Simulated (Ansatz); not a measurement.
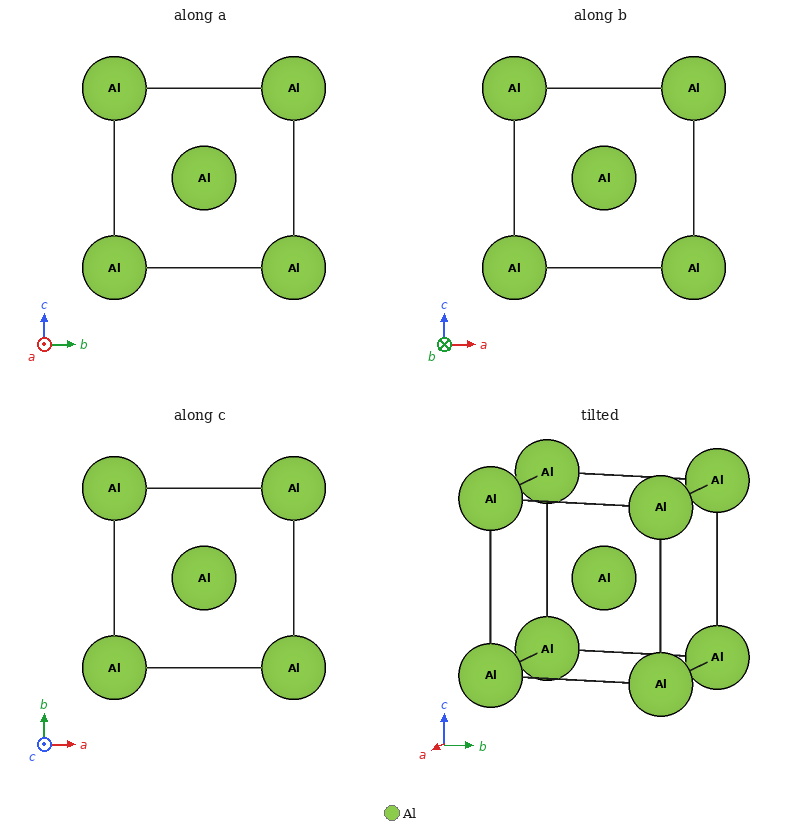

View along the a axis, along the b axis, along the c axis and slightly off an axis, drawn as a spheres-only model. One conventional unit cell is framed, with atoms on its boundary repeated.

Lattice parameters: a = 3.338 Å, b = 3.338 Å, c = 3.338 Å, α = 90.00°, β = 90.00°, γ = 90.00°. Put a along x and b in the xy plane.

Convert the drawing into a POSCAR file.

Answer.
```
Al
1.0
     3.338    0.000    0.000
     0.000    3.338    0.000
     0.000    0.000    3.338
Al
2
Direct
  0.0000 0.0000 0.0000
  0.5000 0.5000 0.5000
```

Origin of the cell: a structure type filled with this element by a generator (whether the element takes this form wasn't checked). Earlier steps of the study may have refined or changed the cell and positions. It went into a calculation with Ansatz.

At this level of theory the cell isn't at rest (stretched, at -7 GPa), so its distances can differ from those at equilibrium, the more so the softer the solid.
